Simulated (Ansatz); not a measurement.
# Ge: geometry relaxation (part 1 of 2)

System: Ge (slab, 16 atoms in the cell).
Method: DFT PBE+D3(BJ), scalar-relativistic, plane waves, PAW, no spin polarisation (Ansatz 0.2.0).

The structure derives from an entry of the Crystallography Open Database. The input holds or restrains some coordinates. Forces given for the steps count only the free coordinates. It belongs to a series of runs on one base structure; here: clean slab, lower planes held. Figures and captions count atoms from 1; the log counts them from 0 in places.

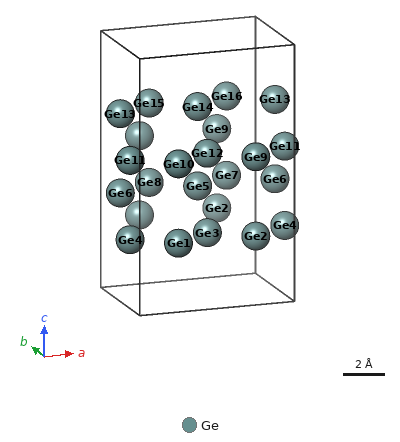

The input geometry (spheres-only view of the cell of the calculation, with the vacuum cut short, seen slightly off an axis; atoms are numbered from 1 in the order of the input). An atom can appear more than once, as a periodic image.

## Key numbers

| quantity | value |
| --- | --- |
| outcome | converged under the restraints of the input |
| electrons treated | 224 |
| free energy | −68716.6736 eV |
| work function, top face | 4.58 eV |
| work function, bottom face | 4.57 eV |
| Fermi energy | 0.000 eV |
| gap on the k-point mesh | none (metallic) |
| final volume | 1012.71 Å³ |
| work function (upper face) | 4.58 eV |
| largest force (length of the vector) at the end, held atoms and coordinates included | 0.118 eV/Å |
| hardware | 4 threads of AMD EPYC (Zen 5), 16 GiB of memory available, shared host |
| wall time | 18 s (CPU time 72 s) |
| peak memory | 2.8 GiB |

## Input
```yaml
crystal:
  lattice:
    - [8.0601468051, 0.0, 0.0]
    - [0.0, 5.6993844632, 0.0]
    - [0.0, 0.0, 22.0451101038]
  atoms:
    - { symbol: Ge, position: [0.25, 0.0, 0.3628922678] }
    - { symbol: Ge, position: [0.75, 0.0, 0.3628922678] }
    - { symbol: Ge, position: [0.5, 0.25, 0.3628922678] }
    - { symbol: Ge, position: [0.0, 0.25, 0.3628922678] }
    - { symbol: Ge, position: [0.5, 0.5, 0.4542974226] }
    - { symbol: Ge, position: [0.0, 0.5, 0.4542974226] }
    - { symbol: Ge, position: [0.75, 0.75, 0.4542974226] }
    - { symbol: Ge, position: [0.25, 0.75, 0.4542974226] }
    - { symbol: Ge, position: [0.75, 0.0, 0.5457025774] }
    - { symbol: Ge, position: [0.25, 0.0, 0.5457025774] }
    - { symbol: Ge, position: [0.0, 0.25, 0.5457025774] }
    - { symbol: Ge, position: [0.5, 0.25, 0.5457025774] }
    - { symbol: Ge, position: [0.0, 0.5, 0.6371077322] }
    - { symbol: Ge, position: [0.5, 0.5, 0.6371077322] }
    - { symbol: Ge, position: [0.25, 0.75, 0.6371077322] }
    - { symbol: Ge, position: [0.75, 0.75, 0.6371077322] }
basis:
  ecutwfc: 420
kpoints:
  mp_grid: { grid: [3, 4, 1] }
hamiltonian:
  xc: pbe
  dispersion: d3bj
scf:
  occupations: { method: gaussian, width: 0.1 }
output:
  forces: true
  eigenvalues: true
  write_density: true
  write_potential: true
  elf: true
  volumetric_format: npy
relax:
  adjacent_minimum: "off"
  f_tol: 0.03
  max_steps: 70
  constraints: [{ sites: [0, 1, 2, 3, 4, 5, 6, 7] }]
efield:
  axis: 3
  dipole_correction: true
  ramp_width: 0.04
```

Launch command:
```bash
ansatz run input.yaml --threads 4 --pin off --max-ram 12288MiB --backend cpu --events-out ev --progress --plain --runs-dir out
```

## Output
```
Engine: ansatz 0.2.0, x86_64-unknown-linux-gnu
Pseudopotentials: kind: paw
Pseudopotential: Ge, paw, valence charge 14, recommended cutoff 420 eV (normal), Ge.paw.azcp
Functional definition: PBE
  parameter kappa = 0.804
  parameter beta = 0.06672455060314922
  exchange = pbe_x(kappa = kappa, mu = beta*pi^2/3)
  correlation = pbe_c(beta = beta)
Crystal: 16 atoms, lattice volume = 1012.706 Å³
Basis set: ecut = 420 eV, 19873 PW (Γ), exchange–correlation on 108×80×300 points (8 copies of the dense FFT grid, shifted against one another)
Bands: 135, of which v1, the nominal top of the filled ones, is band 112 counted from 1 (111 counted from 0)
Symmetry: 8 space group operations
k-points: 6 of 12
Non-local potential: Ge, projectors of the file, l = 0: 2, l = 1: 2, l = 2: 3, l = 3: 1
PAW form: soft (Blöchl's): semilocal exchange-correlation on the pseudo side does not see the compensation charge
PAW one-centre angular grid: Ge, 590 points (default); XC on 64 Gauss nodes
Initial density: superposition of atomic densities (neutral atoms: chi_scale 0, normalization atom), corrected by the library's trained network
Initial wavefunctions: pseudopotential atomic-orbital guess
Functional: x = pbe(κ = 0.804, μ = 0.2195149727645171), c = pbe(β = 0.06672455060314922)
SCF iter   1: F=—  HF=-68716.655985 eV  |F-HF|=—  |Δ(HF+E_count)|=         —  Δρ=2.03e-3  dr2=8.04e-2  ethr=1.77e-3  p=0.000 e·Å  D=1.37e-13 V/Å  ΔV_dip=-0.00 eV  dr2_dipole=2.53e-7  V_vac-E_F(+/−)=4.60/4.60 eV  ⟨swp⟩=5.7  Hψ=2881  notcnv=0  defer=24
efield: sawtooth ramp at fractional position 0.9800 (placed from the atoms, in the widest stretch of the axis that holds none; the zero of the levels goes with the place), width 0.0400; the density the first Hamiltonian is built on has a dipole p = 0.000 e·Å; the dipole correction subtracts the counter field D = 1.37e-13 V/Å, which shifts the + side's vacuum level by -0.00 eV against the − side's; the planar-averaged density in the ramp window peaks in size at 1.7e-5 e/Å³
preconditioner: auto → LDOS  [metal: Δε(μ)=0.089 eV  Ē_g=21.865 eV  σ=0.100 eV  W_gap=0.44  n_scr=160 (ndim 8)  ℏωp=17.5 eV  f_vac=0.585  D(μ)=7.74/eV (n_scr^D=28)  β→1.0]
SCF iter   2: F=—  HF=-68716.643717 eV  |F-HF|=—  |Δ(HF+E_count)|=   1.23e-2  Δρ=1.10e-3  dr2=2.52e-2  ethr=3.59e-5  p=0.000 e·Å  D=9.54e-6 V/Å  ΔV_dip=-0.00 eV  dr2_dipole=1.04e-6  V_vac-E_F(+/−)=4.57/4.57 eV  ⟨swp⟩=2.3  Hψ=1654  notcnv=0  defer=71
SCF iter   3: F=—  HF=-68716.638999 eV  |F-HF|=—  |Δ(HF+E_count)|=   4.72e-3  Δρ=3.77e-4  dr2=3.40e-3  ethr=1.13e-5  p=-0.000 e·Å  D=-2.11e-7 V/Å  ΔV_dip=0.00 eV  dr2_dipole=6.36e-9  V_vac-E_F(+/−)=4.59/4.58 eV  ⟨swp⟩=2.0  Hψ=1401  notcnv=0  defer=71
SCF iter   4: F=—  HF=-68716.638714 eV  |F-HF|=—  |Δ(HF+E_count)|=   2.85e-4  Δρ=1.03e-4  dr2=2.24e-4  ethr=1.52e-6  p=-0.000 e·Å  D=-8.61e-7 V/Å  ΔV_dip=0.00 eV  dr2_dipole=2.58e-8  V_vac-E_F(+/−)=4.58/4.58 eV  ⟨swp⟩=3.0  Hψ=1576  notcnv=0  defer=71
SCF iter   5: F=—  HF=-68716.638804 eV  |F-HF|=—  |Δ(HF+E_count)|=   9.03e-5  Δρ=4.26e-5  dr2=2.33e-5  ethr=1.00e-7  p=0.000 e·Å  D=7.54e-7 V/Å  ΔV_dip=-0.00 eV  dr2_dipole=1.43e-8  V_vac-E_F(+/−)=4.58/4.58 eV  ⟨swp⟩=2.0  Hψ=1170  notcnv=0  defer=71
SCF iter   6: F=-68716.638802 eV  HF=-68716.638802 eV  |F-HF|=2.85e-7  |Δ(HF+E_count)|=   2.77e-6  Δρ=1.13e-5  dr2=2.62e-6  ethr=1.00e-8  p=-0.000 e·Å  D=-4.95e-8 V/Å  ΔV_dip=0.00 eV  dr2_dipole=4.51e-11  V_vac-E_F(+/−)=4.58/4.58 eV  ⟨swp⟩=19.3  Hψ=7830  notcnv=0
SCF 1 converged in 6 iterations: F = -68716.638802 eV  dr2 = 2.62e-6
  greatest PAW one-centre occupation: 0.998 electrons in one spin orbital (limit 2), on the Ge atom at site 15 (counted from 0), in its partial waves of l = 2
relax step   1: F+E_penalty+E_count = -68716.63880180 eV  Δ(F+E_penalty+E_count) = +0.000e0 eV  max|allowed force component| = 2.198e-1 eV/Å  Δτ_max = 0.0000 Å  (6 SCF iters, dr2 threshold 2.25e-5 eV, accepted)
Initial density: handed on by an earlier stage of this run
Initial wavefunctions: those handed on with the density
iter 1 solved again at ethr=1.86e-5 eV; its pass at ethr=3.10e-3 eV (dr2=4.17e-2 eV) is discarded
SCF iter   1: F=—  HF=-68716.673974 eV  |F-HF|=—  |Δ(HF+E_count)|=         —  Δρ=1.80e-3  dr2=5.57e-2  ethr=1.86e-5  p=0.000 e·Å  D=2.78e-6 V/Å  ΔV_dip=-0.00 eV  dr2_dipole=1.84e-2  V_vac-E_F(+/−)=4.58/4.58 eV  ⟨swp⟩=2.0  Hψ=2375  notcnv=0  defer=77
efield: sawtooth ramp at fractional position 0.9800 (handed on by an earlier solve), width 0.0400; the density the first Hamiltonian is built on has a dipole p = 0.000 e·Å; the dipole correction subtracts the counter field D = 2.78e-6 V/Å, which shifts the + side's vacuum level by -0.00 eV against the − side's; the planar-averaged density in the ramp window peaks in size at 1.1e-5 e/Å³
eigensolver tolerance schedule calibrated: the retry pair's looser diagonalisation under-reported the residual by θ = 0.25 (0.11/decade); ethr = c·dr2/N_el runs at the constant in force after the calibration composes with the one it found (an armed cap, an earlier calibration), c = 7.8e-2
preconditioner: auto → LDOS  [insulator: Δε(μ)=0.110 eV  Ē_g=21.838 eV  σ=0.100 eV  W_gap=0.52  n_scr=160 (ndim 8)  ℏωp=17.5 eV  f_vac=0.580  D(μ)=6.95/eV (n_scr^D=18)  ε∞_Penn≈1.6  β→1.0]
SCF iter   2: F=—  HF=-68716.674153 eV  |F-HF|=—  |Δ(HF+E_count)|=   1.80e-4  Δρ=7.15e-4  dr2=4.48e-2  ethr=1.86e-5  p=-0.011 e·Å  D=-1.96e-3 V/Å  ΔV_dip=0.04 eV  dr2_dipole=2.08e-2  V_vac-E_F(+/−)=4.60/4.56 eV  ⟨swp⟩=2.7  Hψ=1145  notcnv=0  defer=77
SCF iter   3: F=—  HF=-68716.671499 eV  |F-HF|=—  |Δ(HF+E_count)|=   2.65e-3  Δρ=1.53e-4  dr2=1.36e-3  ethr=1.57e-5  p=-0.001 e·Å  D=-2.23e-4 V/Å  ΔV_dip=0.00 eV  dr2_dipole=5.74e-4  V_vac-E_F(+/−)=4.58/4.57 eV  ⟨swp⟩=2.0  Hψ=863  notcnv=0  defer=77
SCF iter   4: F=—  HF=-68716.671770 eV  |F-HF|=—  |Δ(HF+E_count)|=   2.71e-4  Δρ=3.81e-5  dr2=7.13e-5  ethr=4.76e-7  p=-0.002 e·Å  D=-2.99e-4 V/Å  ΔV_dip=0.01 eV  dr2_dipole=2.52e-5  V_vac-E_F(+/−)=4.58/4.57 eV  ⟨swp⟩=2.0  Hψ=888  notcnv=0  defer=77
SCF iter   5: F=-68716.671764 eV  HF=-68716.671767 eV  |F-HF|=2.87e-6  |Δ(HF+E_count)|=   3.21e-6  Δρ=1.54e-5  dr2=2.49e-6  ethr=1.06e-9  p=-0.002 e·Å  D=-3.18e-4 V/Å  ΔV_dip=0.01 eV  dr2_dipole=8.79e-8  V_vac-E_F(+/−)=4.58/4.57 eV  ⟨swp⟩=18.0  Hψ=7265  notcnv=0
SCF 2 converged in 5 iterations: F = -68716.671764 eV  dr2 = 2.49e-6
  greatest PAW one-centre occupation: 0.998 electrons in one spin orbital (limit 2), on the Ge atom at site 13 (counted from 0), in its partial waves of l = 2
relax step   2: F+E_penalty+E_count = -68716.67176436 eV  Δ(F+E_penalty+E_count) = -3.296e-2 eV  max|allowed force component| = 5.632e-2 eV/Å  Δτ_max = 0.0674 Å  (5 SCF iters, dr2 threshold 3.02e-6 eV, accepted)
SCF iter   1: F=—  HF=-68716.673530 eV  |F-HF|=—  |Δ(HF+E_count)|=         —  Δρ=5.13e-4  dr2=4.17e-3  ethr=1.97e-5  p=-0.002 e·Å  D=-3.16e-4 V/Å  ΔV_dip=0.01 eV  dr2_dipole=1.33e-3  V_vac-E_F(+/−)=4.58/4.57 eV  ⟨swp⟩=2.0  Hψ=1236  notcnv=0  defer=78
efield: sawtooth ramp at fractional position 0.9800 (handed on by an earlier solve), width 0.0400; the density the first Hamiltonian is built on has a dipole p = -0.002 e·Å; the dipole correction subtracts the counter field D = -3.16e-4 V/Å, which shifts the + side's vacuum level by +0.01 eV against the − side's; the planar-averaged density in the ramp window peaks in size at 1.5e-5 e/Å³
preconditioner: auto → LDOS  [insulator: Δε(μ)=0.126 eV  Ē_g=21.831 eV  σ=0.100 eV  W_gap=0.57  n_scr=160 (ndim 8)  ℏωp=17.5 eV  f_vac=0.580  D(μ)=6.61/eV (n_scr^D=16)  ε∞_Penn≈1.6  β→1.0]
SCF iter   2: F=—  HF=-68716.673554 eV  |F-HF|=—  |Δ(HF+E_count)|=   2.34e-5  Δρ=1.90e-4  dr2=2.99e-3  ethr=1.86e-6  p=-0.005 e·Å  D=-8.35e-4 V/Å  ΔV_dip=0.02 eV  dr2_dipole=1.34e-3  V_vac-E_F(+/−)=4.59/4.57 eV  ⟨swp⟩=2.3  Hψ=1265  notcnv=0  defer=78
SCF iter   3: F=—  HF=-68716.673370 eV  |F-HF|=—  |Δ(HF+E_count)|=   1.84e-4  Δρ=4.59e-5  dr2=1.48e-4  ethr=1.33e-6  p=-0.002 e·Å  D=-3.72e-4 V/Å  ΔV_dip=0.01 eV  dr2_dipole=6.32e-5  V_vac-E_F(+/−)=4.58/4.57 eV  ⟨swp⟩=2.0  Hψ=862  notcnv=0  defer=78
SCF iter   4: F=—  HF=-68716.673368 eV  |F-HF|=—  |Δ(HF+E_count)|=   2.12e-6  Δρ=1.23e-5  dr2=6.41e-6  ethr=6.59e-8  p=-0.002 e·Å  D=-3.95e-4 V/Å  ΔV_dip=0.01 eV  dr2_dipole=2.08e-6  V_vac-E_F(+/−)=4.58/4.57 eV  ⟨swp⟩=1.7  Hψ=746  notcnv=0  defer=78
SCF iter   5: F=—  HF=-68716.673587 eV  |F-HF|=—  |Δ(HF+E_count)|=   2.19e-4  Δρ=3.49e-6  dr2=1.21e-7  ethr=2.86e-9  p=-0.002 e·Å  D=-4.02e-4 V/Å  ΔV_dip=0.01 eV  dr2_dipole=2.23e-9  V_vac-E_F(+/−)=4.58/4.57 eV  ⟨swp⟩=2.0  Hψ=1166  notcnv=0  defer=78
SCF iter   6: F=-68716.673587 eV  HF=-68716.673587 eV  |F-HF|=5.11e-8  |Δ(HF+E_count)|=   1.78e-7  Δρ=1.10e-6  dr2=7.04e-8  ethr=4.46e-11  p=-0.002 e·Å  D=-3.98e-4 V/Å  ΔV_dip=0.01 eV  dr2_dipole=2.71e-8  V_vac-E_F(+/−)=4.58/4.57 eV  ⟨swp⟩=16.7  Hψ=6059  notcnv=0
SCF 3 converged in 6 iterations: F = -68716.673587 eV  dr2 = 7.04e-8
relax step   3: F+E_penalty+E_count = -68716.67358722 eV  Δ(F+E_penalty+E_count) = -1.823e-3 eV  max|allowed force component| = 2.565e-3 eV/Å  Δτ_max = 0.0177 Å  (6 SCF iters, accepted)
```

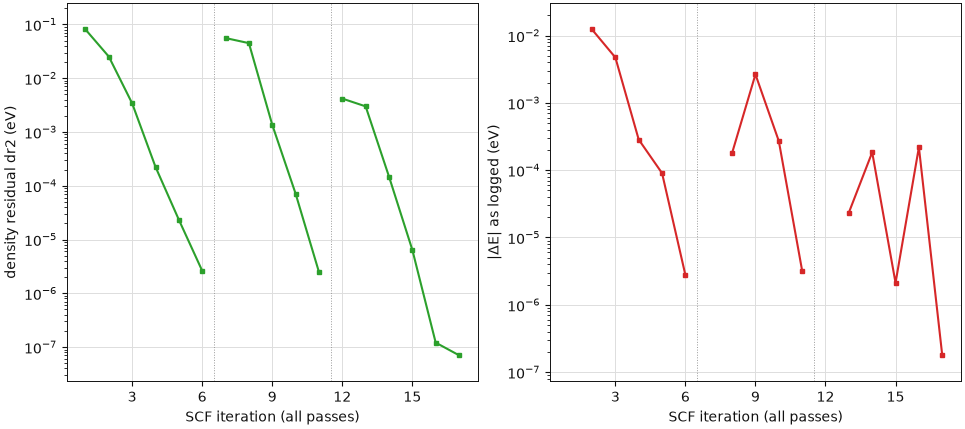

Convergence of the self-consistent field: density residual dr2 and size of the energy change against the SCF iteration. The dotted lines part the SCF passes of the relaxation: geometry steps, rejected trials and re-solves on a re-selected basis. The passes take 6, 5 and 6 iterations.

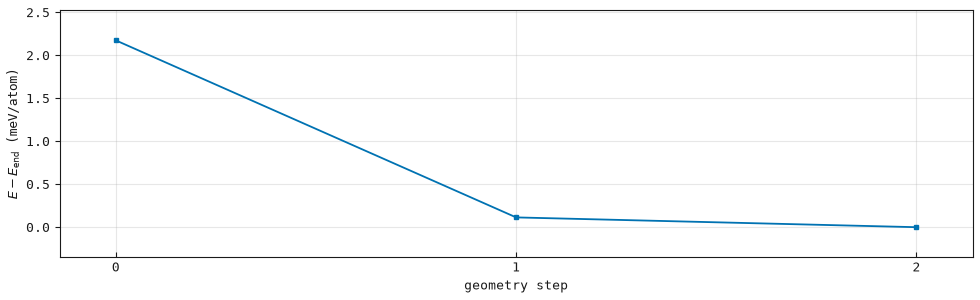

Progress of the restrained relaxation, step by step (the first geometry is step 0 here and step 1 in the log).

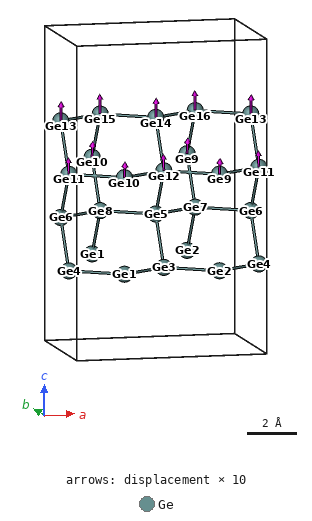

The starting structure with the displacements as pink arrows, magnified 10 times (ball-and-stick view of the cell of the calculation, with the vacuum cut short, seen slightly off an axis). The largest moves, 0.085 Å, are those of Ge13, Ge14, Ge15 and Ge16. The cell doesn't change. Distances before and after: Ge5–Ge12 2.468 → 2.519 Å, Ge10–Ge11 2.468 → 2.482 Å. The energy falls by 2.2 meV per atom in 2 geometry steps. Largest force component: 0.22 eV/Å at the start, 0.0026 eV/Å at the end. (Atoms are counted from 1 in the order of the input.)

```
SCF converged after 6 iterations
Free energy (F): -68716.673587 eV
Harris-Foulkes:  -68716.673587 eV  (|F-HF|=5.11e-8)
Internal energy: -68716.640405 eV  (E = F + TS)
E sigma→0 (E₀):  -68716.656996 eV
Entropy (-TS):   -0.033183 eV (-2.074 meV/atom)
Fermi energy:    -0.000248 eV
Dipole field:    D = -0.000496 V/Å  (p = -0.002778 e·Å, saw-weighted, corrected)
Work function:   Φ+ = 4.5808 eV   Φ− = 4.5699 eV
Levels:          The Fermi level and band energies are counted from a zero that moves with the ramp; work functions are not
--- Per-component energies (eV) ---
  E_band       = -4211.298146
  E_kinetic    = 1765.682487
  E_local      = -187649.328336  (includes V_loc(G=0)·N_el)
  E_nonlocal   = 6673.754901
  E_hartree    = 90490.697840
  E_xc         = -1200.071594
  E_vxc        = -1020.112921  (∫ρ·V_xc dr)
  E_paw        = -32293.589044  (= ΣΔE_a)
  E_vpaw       = -4962.699940  (= ΣTr[D̂ρ^β])
  E_aug_tail   = 0.004828  (compensation charges beyond the density's cutoff)
  E_efield     = 0.000001  (sawtooth field / dipole correction)
  E_vefield    = 0.004313  (∫n·V_field dr)
  E_ewald      = 53499.831402
  E_disp       = -3.622889  (pairwise vdW)
  E_smearing   = -0.033183  (= −TS)
  E_closure    = -0.000000  (closes the sum)
  Σ components = -68716.673587   (vs F -68716.673587, Δ=0.00e0)
--- Forces (eV/Å), atoms counted from 1 ---
  atom   1  Ge    -0.00000000    -0.05227686    -0.00163220
  atom   2  Ge    -0.00000000    -0.05227686    -0.00163220
  atom   3  Ge    -0.00000000     0.05227686    -0.00163220
  atom   4  Ge    -0.00000000     0.05227686    -0.00163220
  atom   5  Ge     0.00000000    -0.11766216     0.00209667
  atom   6  Ge     0.00000000    -0.11766216     0.00209667
  atom   7  Ge    -0.00000000     0.11766216     0.00209667
  atom   8  Ge    -0.00000000     0.11766216     0.00209667
  atom   9  Ge     0.00000000     0.00061735     0.00152137
  atom  10  Ge     0.00000000     0.00061735     0.00152137
  atom  11  Ge    -0.00000000    -0.00061735     0.00152137
  atom  12  Ge    -0.00000000    -0.00061735     0.00152137
  atom  13  Ge     0.00000000    -0.00256456    -0.00198172
  atom  14  Ge     0.00000000    -0.00256456    -0.00198172
  atom  15  Ge     0.00000000     0.00256456    -0.00198172
  atom  16  Ge     0.00000000     0.00256456    -0.00198172
  max |Σ_I F_I| component: 1.65e-5 eV/Å
--- Band table (eV; the first three rows and the last of 6) ---
```
